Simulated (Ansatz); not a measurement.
Band-structure calculation of HfS₂ (part 2 of 2)

The same run, continued: HfS₂ (P-3m1, 3 atoms in the cell); DFT, HSE06, plane waves, PAW, no spin polarisation (Ansatz 0.2.0); cutoff 420 eV, 6×6×4 k-mesh, fixed occupations. The structure derives from a Materials Project entry. The geometry comes from this level: r2scan-rvv10 (a point of a series of strains). It belongs to a series of runs on one base structure; here: uniaxial_z strain -3.5%.

Geometry of the input (Å; fractional positions):
```
3.6302  0.0000  0.0000
-1.8151  3.1439  0.0000
0.0000  0.0000  5.6724
Hf 0.0000  0.0000  0.0000
S  0.6667  0.3333  0.7478
S  0.3333  0.6667  0.2522
```

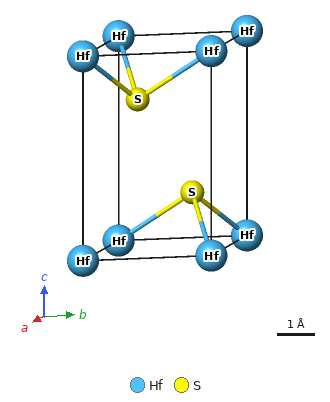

**Figure 1.** The structure as given in the input (ball-and-stick view of the cell of the calculation, seen slightly off an axis).

Output, continued:
```
  k-point 1: bands = ["-56.1912", "-23.5010", "-23.3584", "-23.3584", "-6.1821", "-6.1413", "-6.1246", "-6.1246", "-6.1176", "-6.1176", "-6.1034", "-5.4059", "-3.6990", "4.2509", "5.9123", "5.9123", "8.2545", "8.8604", "8.8604", "11.9232", "11.9232", "12.8991", "15.7633"]
  k-point 2: bands = ["-56.1912", "-23.5011", "-23.3584", "-23.3584", "-6.1847", "-6.1413", "-6.1246", "-6.1246", "-6.1176", "-6.1176", "-6.1034", "-5.1950", "-4.0256", "5.2306", "5.9476", "5.9476", "6.9582", "8.7558", "8.7558", "11.8863", "11.8863", "12.9600", "16.1213"]
  k-point 23: bands = ["-56.1820", "-23.5283", "-23.5283", "-23.4482", "-6.1367", "-6.1367", "-6.1319", "-6.1263", "-6.1248", "-6.1248", "-6.1108", "-3.7153", "-3.7153", "4.8220", "4.8220", "4.9684", "6.4553", "7.1214", "7.1214", "12.8561", "13.4471", "13.4471", "16.5051"]
```

File bands.tsv:
```
# k_distance	band_0	band_1	band_2	band_3	band_4	band_5	band_6	band_7	band_8	band_9	band_10	band_11	band_12	band_13	band_14	band_15	band_16	band_17	band_18	band_19	band_20	band_21	band_22
# fermi_ev = 9.317300
# lock_threshold_ev = 1e-6
# [0, 0, 0] at k_distance = 0.000000
# [0.5, 0, 0] at k_distance = 0.999271
# [0.3333333333, 0.3333333333, 0] at k_distance = 1.576200
# [0, 0, 0.5] at k_distance = 2.856095
# [0.5, 0, 0.5] at k_distance = 3.855366
# [0.3333333333, 0.3333333333, 0.5] at k_distance = 4.432296
# [0, 0.25, 0.25] at k_distance = 5.244188
# [0, 0.5, 0.5] at k_distance = 5.815433
# levels_relative_to = fermi_ev
# free_energy_ev = -17531.818174
# largest_residual_norms_ev = 8.525e-5 2.382e-4 3.608e-4 3.607e-4 1.296e-3 2.542e-3 2.499e-3 2.895e-3 2.112e-3 2.001e-3 1.587e-3 2.959e-4 3.968e-4 4.111e-4 5.366e-4 4.720e-4 7.521e-4 8.818e-4 1.171e-3 1.140e-3 1.080e-3 1.238e-3 1.425e-3
0.000000	-65.508467	-32.818104	-32.675723	-32.675723	-15.495945	-15.458616	-15.441891	-15.441891	-15.434897	-15.434897	-15.420675	-14.877673	-12.737037	-5.678118	-3.438699	-3.438699	-0.350211	-0.350211	0.000000	2.642024	2.642024	3.411502	6.137104
0.999271	-65.500318	-32.921204	-32.770664	-32.731603	-15.479880	-15.449393	-15.446215	-15.443345	-15.434998	-15.429487	-15.428068	-13.376738	-12.911315	-5.671272	-3.414266	-3.029796	-3.024683	-2.589409	-1.875046	1.744964	4.910668	4.930772	7.257926
1.576200	-65.499312	-32.845722	-32.845722	-32.765435	-15.454088	-15.454088	-15.449151	-15.443621	-15.442173	-15.442173	-15.428127	-13.029000	-13.029000	-4.822295	-4.207859	-4.207859	-2.696743	-2.696743	-2.064969	3.219250	4.525281	4.525281	6.518191
2.856095	-65.508475	-32.818393	-32.675724	-32.675724	-15.501996	-15.458629	-15.441929	-15.441929	-15.434862	-15.434862	-15.420680	-14.512339	-13.342932	-4.086684	-3.369693	-3.369693	-2.359112	-0.561494	-0.561494	2.568954	2.568954	3.642731	6.803999
3.855366	-65.500320	-32.920968	-32.770690	-32.731746	-15.478573	-15.449424	-15.445876	-15.443338	-15.434908	-15.429485	-15.428075	-13.508519	-12.731993	-5.848349	-4.320735	-3.281661	-2.817122	-1.479525	-1.116118	1.652036	4.890626	4.988181	6.316219
4.432296	-65.499315	-32.845572	-32.845572	-32.765463	-15.453972	-15.453972	-15.449178	-15.443597	-15.442068	-15.442068	-15.428128	-13.032608	-13.032608	-4.495310	-4.495310	-4.348911	-2.861979	-2.195908	-2.195908	3.538842	4.129762	4.129762	7.187818
5.244188	-65.504407	-32.801533	-32.793003	-32.703897	-15.474779	-15.457639	-15.453910	-15.440377	-15.436979	-15.435895	-15.429989	-14.037974	-13.020010	-4.917849	-3.814939	-3.220057	-3.097455	-1.266839	-0.559052	2.183981	3.996579	4.672217	5.849485
5.815433	-65.500320	-32.920968	-32.770690	-32.731746	-15.478573	-15.449424	-15.445876	-15.443338	-15.434908	-15.429485	-15.428075	-13.508519	-12.731993	-5.848349	-4.320735	-3.281661	-2.817122	-1.479525	-1.116118	1.652036	4.890626	4.988181	6.316219
```

File rho_z.tsv:
```
# z_ang	rho[e/angstrom^3]
# format = ansatz-planar-average/11
# lattice	3.630245047	-0.000000000	0.000000000
# lattice	-1.815122523	3.143884433	0.000000000
# lattice	0.000000000	0.000000000	5.672363695
# sites	3
# site	72	0.000000000	0.000000000	0.000000000
# site	16	1.815122523	1.047961478	4.241930444
# site	16	0.000000000	2.095922955	1.430433252
0.000000	2.404618e0
0.141809	2.225766e0
0.283618	1.775227e0
0.425427	1.248776e0
0.567236	8.228410e-1
0.709045	5.681047e-1
0.850855	4.559533e-1
0.992664	4.187338e-1
1.134473	4.022917e-1
1.276282	3.845769e-1
1.418091	3.662354e-1
1.559900	3.510780e-1
1.701709	3.341506e-1
1.843518	3.050878e-1
1.985327	2.592774e-1
2.127136	2.031652e-1
2.268945	1.488059e-1
2.410755	1.053616e-1
2.552564	7.577561e-2
2.694373	5.906512e-2
2.836182	5.369658e-2
2.977991	5.906512e-2
3.119800	7.577561e-2
3.261609	1.053616e-1
3.403418	1.488059e-1
3.545227	2.031652e-1
3.687036	2.592774e-1
3.828845	3.050878e-1
3.970655	3.341506e-1
4.112464	3.510780e-1
4.254273	3.662354e-1
4.396082	3.845769e-1
4.537891	4.022917e-1
4.679700	4.187338e-1
4.821509	4.559533e-1
4.963318	5.681047e-1
5.105127	8.228410e-1
5.246936	1.248776e0
5.388746	1.775227e0
5.530555	2.225766e0
```

File v_z.tsv:
```
# z_ang	v_es[eV]	v_tot[eV]
# format = ansatz-planar-average/11
# xc	hse06
# density_cutoff_ev	1680
# datasets	Hf=:simpson_from_first_knot:soft:fock:shift=0	S=:simpson_from_first_knot:soft:fock:shift=0
# lattice	3.630245047	-0.000000000	0.000000000
# lattice	-1.815122523	3.143884433	0.000000000
# lattice	0.000000000	0.000000000	5.672363695
# sites	3
# site	72	0.000000000	0.000000000	0.000000000
# site	16	1.815122523	1.047961478	4.241930444
# site	16	0.000000000	2.095922955	1.430433252
0.000000	-6.058488e-1	-1.122933e1
0.141809	-4.411412e-1	-1.096791e1
0.283618	6.879385e-2	-1.020304e1
0.425427	9.357077e-1	-9.026019e0
0.567236	2.016360e0	-7.672516e0
0.709045	2.868113e0	-6.607614e0
0.850855	3.237951e0	-6.052387e0
0.992664	3.335408e0	-5.863688e0
1.134473	3.526056e0	-5.726901e0
1.276282	3.931062e0	-5.395941e0
1.418091	4.466485e0	-4.809450e0
1.559900	5.127782e0	-3.892306e0
1.701709	6.022366e0	-2.557980e0
1.843518	7.359769e0	-6.793856e-1
1.985327	9.224955e0	1.739573e0
2.127136	1.127588e1	4.352578e0
2.268945	1.294060e1	6.590842e0
2.410755	1.398253e1	8.191496e0
2.552564	1.457935e1	9.262884e0
2.694373	1.489857e1	9.881572e0
2.836182	1.499671e1	1.008220e1
2.977991	1.489857e1	9.881572e0
3.119800	1.457935e1	9.262884e0
3.261609	1.398253e1	8.191496e0
3.403418	1.294060e1	6.590842e0
3.545227	1.127588e1	4.352578e0
3.687036	9.224955e0	1.739573e0
3.828845	7.359769e0	-6.793856e-1
3.970655	6.022366e0	-2.557980e0
4.112464	5.127782e0	-3.892306e0
4.254273	4.466485e0	-4.809450e0
4.396082	3.931062e0	-5.395941e0
4.537891	3.526056e0	-5.726901e0
4.679700	3.335408e0	-5.863688e0
4.821509	3.237951e0	-6.052387e0
4.963318	2.868113e0	-6.607614e0
5.105127	2.016360e0	-7.672516e0
5.246936	9.357077e-1	-9.026019e0
5.388746	6.879385e-2	-1.020304e1
5.530555	-4.411412e-1	-1.096791e1
```

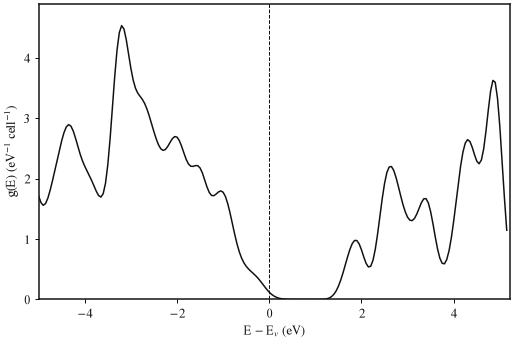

**Figure 2.** Density of states (the curve is built from the levels of the k mesh with Gaussians 0.4 eV wide, which also blur the band edges), with energies from the valence-band top. There is a gap of 1.65 eV on the k-point mesh. Small ripples come from the finite k-point mesh.

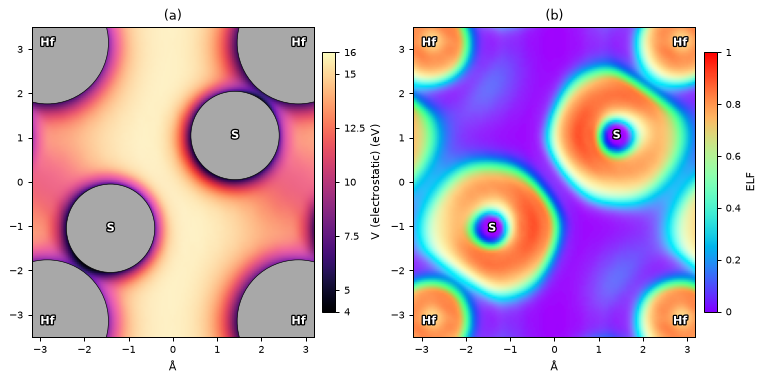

**Figure 3.** (a) electrostatic potential (local pseudopotential plus Hartree) felt by an electron; (b) electron localisation function on the (110) plane of the conventional cell. Grey discs, where drawn, cover atomic cores. Atoms in the plane: Hf and S. Hf–S (2.54 Å): the ELF is about 0.40 at the midpoint. The strong features right at Hf lie inside the PAW spheres (semicore, d or f shells) and say nothing about bonding. Outside the cores the potential energy rises away from the atoms and is highest about 2.0 Å from the nearest atoms; outside the discs it spans about 11 eV, and its zero is arbitrary. Core electrons are frozen (PAW), so the fields are smoothed inside the atomic spheres.

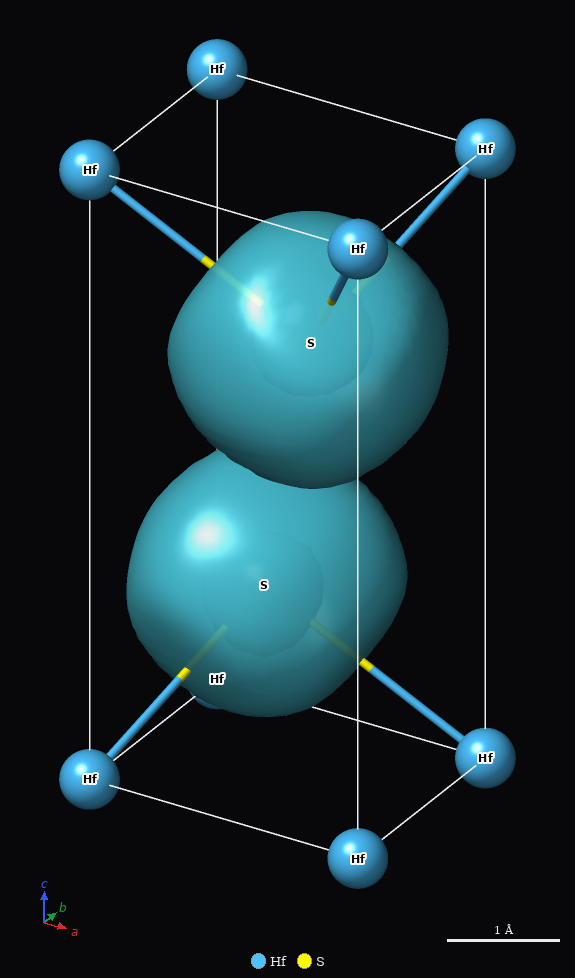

**Figure 4.** Isosurface of the electron localisation function at 0.7 (cyan), seen slightly off an axis. Core shells and regions of very low density are left out. Sticks mark near contacts. The outline is the cell set on symmetry axes. Profiles from the grid: Hf–S (2.54 Å): the ELF is about 0.40 at the midpoint.

Key numbers:

- outcome: converged
- space group (tolerance 0.01 Å): P-3m1 (164)
- electrons treated: 38
- free energy: −17531.8182 eV
- Fermi energy: 9.317 eV
- gap on the k-point mesh: 1.65 eV
- pressure: 2.16 GPa
- largest force (length of the vector): 0.051 eV/Å
- hardware: 4 threads of Arm Neoverse N1, 98 GiB of memory available, shared host
- wall time: 96 s (CPU time 5.8 min)
- peak memory: 1.5 GiB

Notes:

Warnings of the run: the exchange loop's threshold is looser than advised for the stress; the SCF threshold is looser than advised for the printed stress. Spin–orbit coupling is left out, which matters for Hf.
